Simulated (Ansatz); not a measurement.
# Bands, cutoff and cost in G0W0 for MgI2 (layers cut from the bulk crystal)

Aim: see how the G0W0 gap of MgI2 (layers cut from the bulk crystal) on PBE moves with empty bands and screening cutoff, and what each rung costs.

Calculated with Ansatz 0.2.0; G0W0 on PBE, plane waves, PAW; PAW set soft_1.

### 1. The starting structure

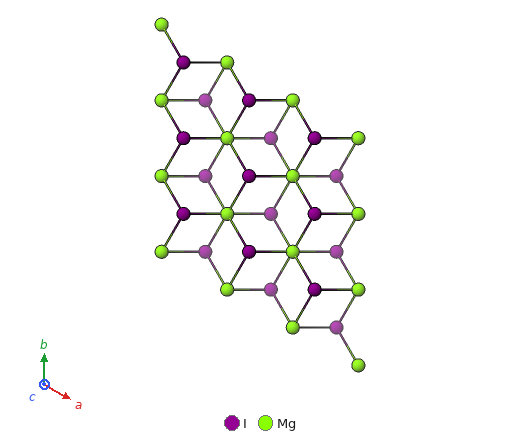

The starting structure, seen from above (iodine purple, magnesium green). 3×3×1 cells are drawn. Some periodic images of atoms are drawn too.

The cell holds 3 atoms: 2 I and 1 Mg. Cell: a = 4.133 Å, b = 4.133 Å, c = 29.900 Å, α = 90.0°, β = 90.0°, γ = 120.0°. It derives from MgI2. Vacuum lies along c.

The structure was relaxed with PBE-D3(BJ). The runs that relaxed it are not among those shown. Spin-orbit coupling is left out unless a step names it. The Coulomb interaction is cut off across the vacuum.

### 2. 216 empty bands, screening to 36 eV

G0W0 replaces the xc potential by the self-energy, built once from these orbitals. Only a window of levels is corrected, while the sums run over the empty bands that the input names. This step takes PAW set soft_1 files.

File input.yaml:

```yaml
crystal:
  lattice:
    - [4.1332292702, 0.0, 0.0]
    - [-2.0666146351, 3.5794815476, 0.0]
    - [0.0, 0.0, 29.9]
  atoms:
    - { symbol: I, position: [0.6666666667, 0.3333333333, 0.4437708976] }
    - { symbol: Mg, position: [0.0, 0.0, 0.5] }
    - { symbol: I, position: [0.3333333333, 0.6666666667, 0.5562291024] }
  periodic: [true, true, false]
kpoints:
  mp_grid: { grid: [6, 6, 1] }
hamiltonian:
  xc: pbe
  pseudopotentials: { kind: paw, azcp: { folder: soft_1 } }
scf:
  occupations: { method: fixed }
gw:
  n_empty_bands: 216
  ecut_chi: 36
  qp_bands: [v2, c2]
  qp_kpoints: band_edges
  screening: { model: contour_deformation }
```

The run is started by

```
ansatz run input.yaml --threads 3 --pin off --max-ram 92160MiB --backend cuda --events-out ev --progress --plain --runs-dir out --devices 1 --max-vram 13GiB
```

Numbers of over 12 decimals in the logs are rounded to 6 here.

Log:

```text
GPUs: using 1 of 1 available (devices: 1).
Engine: ansatz 0.2.0, x86_64-unknown-linux-gnu
Pseudopotentials: kind: paw
Pseudopotential: I, paw, valence charge 17, recommended cutoff 420 eV (normal), soft_1/I.paw.azcp
Pseudopotential: Mg, paw, valence charge 10, recommended cutoff 420 eV (normal), soft_1/Mg.paw.azcp
Functional definition: PBE
  parameter kappa = 0.804
  parameter beta = 0.066725
  exchange = pbe_x(kappa = kappa, mu = beta*pi^2/3)
  correlation = pbe_c(beta = beta)
device memory: the entry about to start is reckoned to put 3.2 GiB on a device that reports 48.0 GiB free (of which the cap on the GPU budget leaves the run 13.0 GiB)
GPU FFT provider: cuFFT
GPU libraries: cuBLAS 13.8.2, cuFFT 12.4.0, cuSOLVER 12.3.4
Crystal: 3 atoms, lattice volume = 442.365 Å³
Basis set: ecut = 420 eV, 8547 PW (Γ)
Bands: 27, of which v1, the nominal top of the filled ones, is band 22 counted from 1 (21 counted from 0)
Symmetry: 12 space group operations
Space group: P-3m1 (ITA 164), of the structure as read, at distance tolerance 7.6e-5 Å
k-points: 7 of 36
Non-local potential: I, projectors of the file, l = 0: 2, l = 1: 2, l = 2: 2, l = 3: 1
Non-local potential: Mg, projectors of the file, l = 0: 3, l = 1: 2, l = 2: 1
PAW form: soft (Blöchl's): semilocal exchange-correlation on the pseudo side does not see the compensation charge
PAW one-centre angular grid: I, 590 points (default); XC on 64 Gauss nodes
PAW one-centre angular grid: Mg, 110 points (default); XC on 64 Gauss nodes
Initial density: superposition of atomic densities (neutral atoms: chi_scale 0, normalization atom)
Initial wavefunctions: pseudopotential atomic-orbital guess
GPU buffer pool allocated for 180000 grid points (all kernels)
GPU transforms: local potential and band sums: pruned to the plane-wave sphere, on 27×27×200
Functional: x = pbe(κ = 0.804, μ = 0.219515), c = pbe(β = 0.066725)
iter 1 solved again at ethr=1.27e-3 eV; its pass at ethr=3.10e-3 eV (dr2=5.58e-1 eV) is discarded
SCF iter   1: F=—  HF=-16953.142329 eV  |F-HF|=—  |Δ(HF+E_count)|=         —  Δρ=8.00e-3  dr2=5.49e-1  ethr=1.27e-3  ⟨swp⟩=1.9  Hψ=1232  notcnv=0  defer=19
preconditioner: auto → Resta (q_TF=auto, 1.857 Å⁻¹)  ε∞=1.5  [insulator: Δε(μ)=3.980 eV  Ē_g=10.461 eV  n_scr=46 (ndim 8)  ℏωp=7.1 eV  f_vac=0.752  ε∞_Penn≈1.5  vacuum switching on, ρ_ref=7.9e-3 e/Å³]
SCF iter   2: F=—  HF=-16953.016414 eV  |F-HF|=—  |Δ(HF+E_count)|=   1.26e-1  Δρ=3.80e-3  dr2=7.62e-2  ethr=1.25e-3  ⟨swp⟩=3.9  Hψ=299  notcnv=0  defer=20
SCF iter   3: F=—  HF=-16953.014473 eV  |F-HF|=—  |Δ(HF+E_count)|=   1.94e-3  Δρ=1.48e-3  dr2=2.15e-2  ethr=1.73e-4  ⟨swp⟩=5.3  Hψ=414  notcnv=0  defer=20
SCF iter   4: F=—  HF=-16953.011738 eV  |F-HF|=—  |Δ(HF+E_count)|=   2.74e-3  Δρ=5.23e-4  dr2=1.33e-3  ethr=4.88e-5  ⟨swp⟩=5.1  Hψ=385  notcnv=0  defer=20
SCF iter   5: F=—  HF=-16953.011917 eV  |F-HF|=—  |Δ(HF+E_count)|=   1.79e-4  Δρ=1.21e-4  dr2=3.48e-5  ethr=3.02e-6  ⟨swp⟩=3.7  Hψ=355  notcnv=0  defer=19
SCF iter   6: F=—  HF=-16953.011944 eV  |F-HF|=—  |Δ(HF+E_count)|=   2.68e-5  Δρ=1.65e-5  dr2=1.54e-6  ethr=7.90e-8  ⟨swp⟩=3.0  Hψ=297  notcnv=0  defer=19
SCF iter   7: F=-16953.011945 eV  HF=-16953.011945 eV  |F-HF|=2.60e-8  |Δ(HF+E_count)|=   5.60e-7  Δρ=2.64e-6  dr2=3.13e-8  ethr=2.27e-10  ⟨swp⟩=26.3  Hψ=1696  notcnv=0
SCF 1 converged in 7 iterations: F = -16953.011945 eV  dr2 = 3.13e-8
  greatest PAW one-centre occupation: 1.000 electrons in one spin orbital (limit 2), on the Mg atom at site 1 (counted from 0), in its partial waves of l = 0
device memory: the entry about to start is reckoned to put 4.2 GiB on a device that reports 48.1 GiB free (of which the cap on the GPU budget leaves the run 13.0 GiB)
NSCF: frozen V_eff on 7 k-points
the band table was solved once the SCF had ended and its energy, with any forces and stress, was formed, with the checks that follow a solve (1211 applications of the Hamiltonian). They found nothing against the state; the energy, forces and stress were not computed again (output.eigenvalues in the input reference)
device memory: the entry about to start is reckoned to put 4.7 GiB on a device that reports 47.9 GiB free (of which the cap on the GPU budget leaves the run 13.0 GiB)
NSCF: frozen V_eff on 7 k-points
G₀W₀ screening: q 1/7
[... further progress lines ...]
SCF converged after 7 iterations
Free energy (F): -16953.011945 eV
Harris-Foulkes:  -16953.011945 eV  (|F-HF|=2.60e-8)
Internal energy: -16953.011945 eV  (E = F + TS)
E sigma→0 (E₀):  -16953.011945 eV
Fermi energy:    -6.344962 eV
--- Per-component energies (eV) ---
  E_band       = -1615.870385
  E_kinetic    = 389.189366
  E_local      = -73161.692020  (includes V_loc(G=0)·N_el)
  E_nonlocal   = 426.902373
  E_hartree    = 35845.539382
  E_xc         = -242.531417
  E_vxc        = -256.553720  (∫ρ·V_xc dr)
  E_paw        = -9870.598621  (= ΣΔE_a)
  E_vpaw       = -704.797309  (= ΣTr[D̂ρ^β])
  E_aug_tail   = -0.005136  (compensation charges beyond the density's cutoff)
  E_ewald      = 29660.184129
  E_smearing   = -0.000000  (= −TS)
  E_closure    = 0.000000  (closes the sum)
  Σ components = -16953.011945   (vs F -16953.011945, Δ=0.00e0)
--- Band table (eV; the first three rows and the last of 7) ---
  k-point 0: bands = [... 18 lower, -6.6169, -6.6169, -6.3450, -6.3450, -2.2594, -1.3988 (-1.3987°), -0.3890 (-0.3961°), -0.3146, ... 1 higher]
  k-point 1: bands = [... 18 lower, -7.1518, -6.9377, -6.9118, -6.4373, -1.6067 (-1.6067°), -0.8617 (-0.8617°), -0.2717 (-0.2739°), -0.1580, ... 1 higher]
  k-point 2: bands = [... 18 lower, -7.9054, -7.3404, -6.9738, -6.6907, -2.2522, -0.8733, -0.3702 (-0.3702°), 0.5242, ... 1 higher]
  k-point 6: bands = [... 18 lower, -8.8178, -8.3294, -7.1619, -7.1619, -1.9237, 0.0586, 0.0586, 1.6953, ... 1 higher]
  ° read free of the cell's end (the report's vacuum.weakly_bound_levels)
--- G₀W₀: contour deformation, 6 samples at zero and on the imaginary axis and 2 off it, 36 q-points, 216 empty bands' worth ---
  eigenvalues of the whole cell's RPA ε∞ on this k-mesh (on a slab, of 1 + 4πα/V) = 1.1663, 1.7310, 1.7310; static W/v taken at q = 0 is 0.715899
  bands read: the sum over 238 bands ends inside a degenerate multiplet in 2 slots, whose members it reads at an even weight; the widest, k=0: bands 238 to 239 (counted from 1) at 1/2 each
  gw.qp_kpoints: band_edges: 6 of 7 stored k-points solved, in 1 pass; an edge of the gap read off the rows below is read off those points alone
    valence top: of the k-points left out ik 5 came nearest to being solved in a further pass, in band 22 (counted from 1, as in the quasiparticle table): it holds the edge there only if its correction is more favourable than any solved in that band by at least 0.606 eV; those differ by 0.183 eV
    conduction bottom: of the k-points left out ik 5 came nearest to being solved in a further pass, in band 23 (counted from 1, as in the quasiparticle table): it holds the edge there only if its correction is more favourable than any solved in that band by at least 0.604 eV; those differ by 0.278 eV
    ik  band        ε_KS         Σx   Σc(E_QP)       V_xc       Z   E_QP_lin       E_QP  E_QP is
     0    21     -6.3450   -17.7463     1.7907   -15.0420  0.8068    -7.2700    -7.2585  root
     0    22     -6.3450   -17.7463     1.7907   -15.0420  0.8068    -7.2700    -7.2585  root
     0    23     -2.2594    -6.3821    -2.7802   -10.2534  0.8379    -1.1543    -1.1683  root
     0    24     -1.3988    -5.5966    -3.0617    -9.6888  0.8280    -0.3550    -0.3683  root
     1    21     -6.9118   -17.2712     1.8949   -14.3645  0.8005    -7.9393    -7.9235  root
     1    22     -6.4373   -17.6704     1.8138   -14.9271  0.8058    -7.3789    -7.3667  root
     1    23     -1.6067    -7.1872    -2.9034   -11.3472  0.8257    -0.3289    -0.3501  root
     1    24     -0.8617    -4.2943    -2.7266    -7.9503  0.8402     0.0788     0.0677  root
     2    21     -6.9738   -17.0884     1.9456   -14.0599  0.8003    -8.0757    -8.0566  root
     2    22     -6.6907   -17.4657     1.8705   -14.6176  0.8028    -7.6826    -7.6683  root
     2    23     -2.2522    -6.4437    -2.9179   -10.5479  0.8223    -1.0480    -1.0660  root
     2    24     -0.8733    -4.5498    -2.8237    -8.3360  0.8363     0.1009     0.0892  root
     3    21     -7.1053   -16.9621     1.9659   -13.8964  0.7986    -8.2250    -8.2050  root
     3    22     -6.8184   -17.3794     1.9013   -14.4777  0.8013    -7.8341    -7.8187  root
     3    23     -2.7050    -6.3198    -2.8086   -10.2746  0.8253    -1.5432    -1.5589  root
     3    24     -0.8856    -5.3909    -2.9628    -9.4038  0.8289     0.1789     0.1645  root
     4    21     -7.1047   -17.0488     1.9455   -14.0311  0.7980    -8.1955    -8.1768  root
     4    22     -6.8016   -17.1981     1.8920   -14.2726  0.8025    -7.8516    -7.8350  root
     4    23     -1.5174    -7.6154    -3.0613   -12.0457  0.8135    -0.1208    -0.1485  root
     4    24     -0.3816    -3.3960    -2.4296    -6.6730  0.8500     0.4749     0.4657  root
     6    21     -7.1619   -17.0196     1.9863   -13.9368  0.7974    -8.2785    -8.2584  root
     6    22     -7.1619   -17.0196     1.9863   -13.9368  0.7974    -8.2785    -8.2584  root
     6    23     -1.9237    -6.8705    -2.9009   -11.0490  0.8194    -0.6239    -0.6462  root
     6    24      0.0586    -5.1873    -2.9764    -9.3033  0.8245     1.2184     1.1982  root
```

It took 27 s on 1 × NVIDIA H100 80GB HBM3 (shared by 6 runs) with 3 threads of AMD EPYC 7R13 (Zen 3), shared host; peak memory 1.5 GiB; 41 s of CPU time.

Reading the cycles: dr2 is the Hartree energy of the density residual (eV), the measure of convergence; HF is the Harris–Foulkes estimate of the energy, which meets the free energy F at convergence.

This step gave:

```
bands summed                                 : 238
plane waves in the screening matrix          : 209
q-points in the mesh                         : 36
G0W0 gap on the mesh                         : 5.700 eV
k of the valence top                         : 0, 0, 0
k of the conduction bottom                   : 0, -0.5, 0
starting gap on the mesh                     : 3.640 eV
Z at the valence top                         : 0.8068
Z at the conduction bottom                   : 0.8253
least direct G0W0 gap on the computed points : 6.090 eV
```

The gap on the mesh goes from 3.64 eV to 5.70 eV, a correction of +2.06 eV. Between the two edge states, bare exchange in place of the xc potential would open the gap by 6.66 eV, and correlation takes back 4.60 eV.

### 3. 526 empty bands, screening to 65 eV

Another rung: the empty bands reach about as high as the screening cutoff, so the two stay in balance.

Edit input.yaml of step 2 so:

```diff
@@ -17,5 +17,6 @@
   occupations: { method: fixed }
+  convergence: { dr2_threshold: 1.0e-10 }
 gw:
-  n_empty_bands: 216
-  ecut_chi: 36
+  n_empty_bands: 526
+  ecut_chi: 65.0
   qp_bands: [v2, c2]
```

Log:

```text
GPUs: using 1 of 1 available (devices: 1).
[...]
GPU FFT provider: cuFFT
GPU libraries: cuBLAS 13.8.2, cuFFT 12.4.0, cuSOLVER 12.3.4
Crystal: 3 atoms, lattice volume = 442.365 Å³
Basis set: ecut = 420 eV, 8547 PW (Γ)
Bands: 27, of which v1, the nominal top of the filled ones, is band 22 counted from 1 (21 counted from 0)
[... 1 set-up line as in the run before ...]
[...]
k-points: 7 of 36
[...]
GPU buffer pool allocated for 180000 grid points (all kernels)
[...]
SCF iter   9: F=-16953.011945 eV  HF=-16953.011945 eV  |F-HF|=2.91e-11  |Δ(HF+E_count)|=  7.20e-10  Δρ=3.07e-8  dr2=4.06e-12  ethr=1.00e-12  ⟨swp⟩=29.3  Hψ=1594  notcnv=0
SCF 1 converged in 9 iterations: F = -16953.011945 eV  dr2 = 4.06e-12
[...]
NSCF: frozen V_eff on 7 k-points
[...]
G₀W₀ screening: q 1/7
[... further progress lines ...]
SCF converged after 9 iterations
Free energy (F): -16953.011945 eV
[...]
Internal energy: -16953.011945 eV  (E = F + TS)
E sigma→0 (E₀):  -16953.011945 eV
Fermi energy:    -6.345027 eV
[...]
--- Band table (eV; the first three rows and the last of 7) ---
  k-point 0: bands = [... 18 lower, -6.6169, -6.6169, -6.3450, -6.3450, -2.2594, -1.3987 (-1.3987°), -0.3890 (-0.3961°), -0.3146, ... 1 higher]
  k-point 1: bands = [... 18 lower, -7.1518, -6.9378, -6.9118, -6.4373, -1.6067 (-1.6067°), -0.8617 (-0.8618°), -0.2717 (-0.2739°), -0.1581, ... 1 higher]
  k-point 2: bands = [... 18 lower, -7.9055, -7.3405, -6.9739, -6.6908, -2.2523, -0.8733, -0.3703 (-0.3702°), 0.5242, ... 1 higher]
  k-point 6: bands = [... 18 lower, -8.8179, -8.3294, -7.1620, -7.1620, -1.9237, 0.0585, 0.0585, 1.6953, ... 1 higher]
  ° read free of the cell's end (the report's vacuum.weakly_bound_levels)
[...]
0    21     -6.3450   -17.7463     1.4741   -15.0420  0.8003    -7.5966    -7.5751  root
     0    22     -6.3450   -17.7463     1.4741   -15.0420  0.8003    -7.5966    -7.5751  root
     0    23     -2.2594    -6.3821    -2.9121   -10.2534  0.8374    -1.2899    -1.3002  root
     0    24     -1.3987    -5.5967    -3.1940    -9.6887  0.8281    -0.4910    -0.5007  root
     1    21     -6.9118   -17.2712     1.6053   -14.3645  0.7946    -8.2402    -8.2132  root
     1    22     -6.4373   -17.6704     1.5023   -14.9271  0.7993    -7.7006    -7.6782  root
     1    23     -1.6067    -7.1872    -3.0974   -11.3472  0.8241    -0.5298    -0.5442  root
     1    24     -0.8617    -4.2942    -2.8469    -7.9502  0.8402    -0.0447    -0.0527  root
[...]
6    21     -7.1620   -17.0196     1.7155   -13.9368  0.7919    -8.5612    -8.5293  root
     6    22     -7.1620   -17.0196     1.7155   -13.9368  0.7919    -8.5612    -8.5293  root
     6    23     -1.9237    -6.8705    -3.1219   -11.0490  0.8171    -0.8528    -0.8672  root
     6    24      0.0585    -5.1873    -3.1466    -9.3033  0.8231     1.0418     1.0279  root
```

Wall time 48 s (1 × NVIDIA H100 80GB HBM3 (shared by 6 runs) with 3 threads); peak memory 2.2 GiB.

Numbers from this step:

* bands summed: 548
* plane waves in the screening matrix: 537
* q-points in the mesh: 36
* G0W0 gap on the mesh: 5.825 eV
* k of the valence top: 0, 0, 0
* k of the conduction bottom: 0, -0.5, 0
* starting gap on the mesh: 3.640 eV
* Z at the valence top: 0.8003
* Z at the conduction bottom: 0.8237
* least direct G0W0 gap on the computed points: 6.275 eV

Against the run with 6×6×1 mesh, 216 empty bands, screening to 36 eV, PAW set soft_1 files, the gap moves by +0.13 eV.

### 4. The runs together

Times are wall times on 1 × NVIDIA H100 80GB HBM3 (shared by 6 runs) with 3 threads of AMD EPYC 7R13 (Zen 3), shared host, good to a factor of about two.

| mesh | files | frequency | bands summed | cutoff (eV) | start (eV) | G0W0 (eV) | time | host memory (GiB) |
| --- | --- | --- | --- | --- | --- | --- | --- | --- |
| 6×6×1 | PAW set soft_1 | contour deformation | 238 | 36 | 3.640 | 5.700 | 27 s | 1.5 |
| 6×6×1 | PAW set soft_1 | contour deformation | 548 | 65 | 3.640 | 5.825 | 48 s | 2.2 |

The parts of the quasiparticle energy at the two band edges (eV; QP = start + Σx + Σc − Vxc):

| run | edge | start | Σx | Σc | Vxc | Z | QP |
| --- | --- | --- | --- | --- | --- | --- | --- |
| 238 bands | valence top | -6.34 | -17.75 | 1.79 | -15.04 | 0.81 | -7.26 |
| 238 bands | conduction bottom | -2.71 | -6.32 | -2.81 | -10.27 | 0.83 | -1.56 |
| 548 bands | valence top | -6.34 | -17.75 | 1.47 | -15.04 | 0.80 | -7.58 |
| 548 bands | conduction bottom | -2.71 | -6.32 | -3.00 | -10.27 | 0.82 | -1.75 |

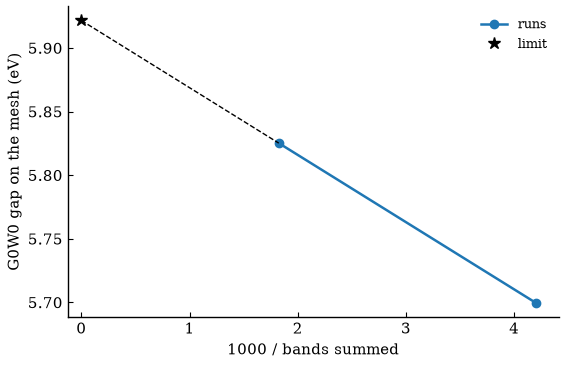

The gap against one over the number of bands; the dashed line carries the two highest rungs to the limit.

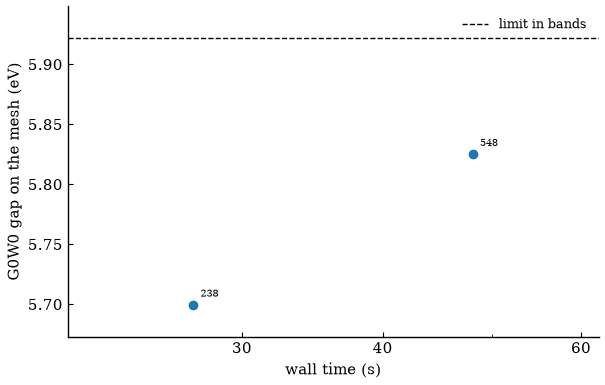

Result against wall time.

### 5. What came out

* 238 bands, 36 eV: 5.700 eV
* 548 bands, 65 eV: 5.825 eV
* estimated limit in bands and cutoff: 5.92 eV
* mesh and start: 6×6×1, PBE

**Reading.** A line in one over the bands through the two rungs gives 5.92 eV, +0.10 eV from the top rung; with two points alone it is an unchecked estimate. The rungs stand 0.22 eV (238 bands) and 0.10 eV (548 bands) from it. From 238 to 548 bands the gap moves by +0.13 eV. Σc changes by −0.32 eV at the valence top and −0.19 eV at the conduction bottom, so the levels themselves move more than the gap between them. The mesh in the plane is coarse for a sheet; gap and any exciton binding can still move on denser ones. The many-body steps are scalar-relativistic: spin-orbit coupling is not in them.

[Paths, hosts, dates, memory and timing lines, banners, echoed tables and standing remarks are left out of the program output.]

[Logs are printed without paths, hosts, clocks, repeated set-up lines and the standing remarks that a program may print on its own settings, such as how far it seeks lower states.]

[Runs of the session that timed out or met a known fault of the program may be left out.]

[Cells called generated may have been cut or substituted from an entry of the Crystallography Open Database or the Materials Project.]

[Hosts, paths, dates, database ids (printed as entryN), source tags and the programs' standing remarks are cut or masked in the printed files.]
